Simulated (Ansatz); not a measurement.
System: Au.

Input

```
crystal:
  lattice:
    - [-1.6461460541, 1.6461460541, 1.6461460541]
    - [1.6461460541, -1.6461460541, 1.6461460541]
    - [1.6461460541, 1.6461460541, -1.6461460541]
  atoms:
    - { symbol: Au, position: [0.0, 0.0, 0.0] }
hamiltonian:
  xc: lda
  pseudopotentials: { kind: paw }
kpoints:
  mp_grid: { grid: [11, 11, 11] }
scf:
  occupations: { method: fermi_dirac, width: 0.05 }
output:
  forces: true
  stress: true
  eigenvalues: true
  write_density: true
  write_potential: true
  elf: true
  volumetric_format: npy
```

Run with:

```sh
ansatz run input.yaml --threads 2 --pin off --max-ram 5632MiB --backend cpu --events-out ev --progress --plain --runs-dir out
```

Below, planes, directions and counts refer to the conventional cell (a = 3.29 Å, b = 3.29 Å, c = 3.29 Å, α = 90.00°, β = 90.00°, γ = 90.00°).

Space group Im-3m; a structure from a database of computed crystals, not necessarily the ambient phase; computed pressure about −11 GPa in this cell.

The calculation used Kohn-Sham DFT of a periodic cell, LDA, Ansatz PAW (Ansatz 0.2.0).

Q: What can the converged valence pseudo-density and electron localisation function tell about the bonding?

A: Au–Au (2.85 Å): the density is about 0.3 e/Å³ at the midpoint; the ELF is about 0.20 at the midpoint (no shared electron pair shows on this line).

Q: Does the calculation make it a metal, or give it a gap?

A: It is gapless in this calculation (a metal or semimetal).

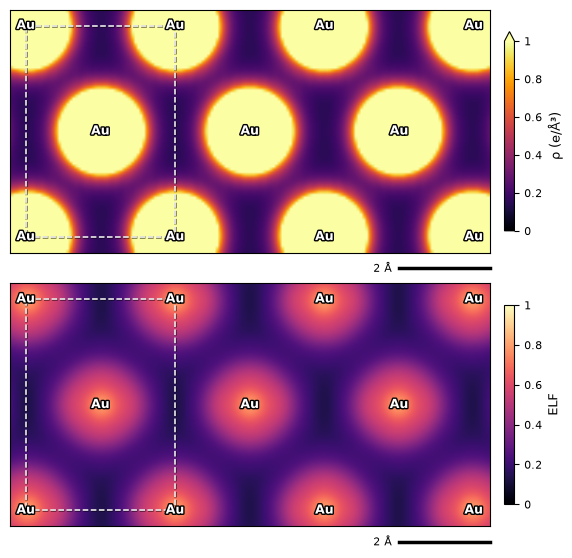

Computed valence pseudo-density and electron localisation function on the (101) plane of the conventional cell, in this order. 

In a PAW calculation such maps are meaningful between the atoms, not at the nuclei.
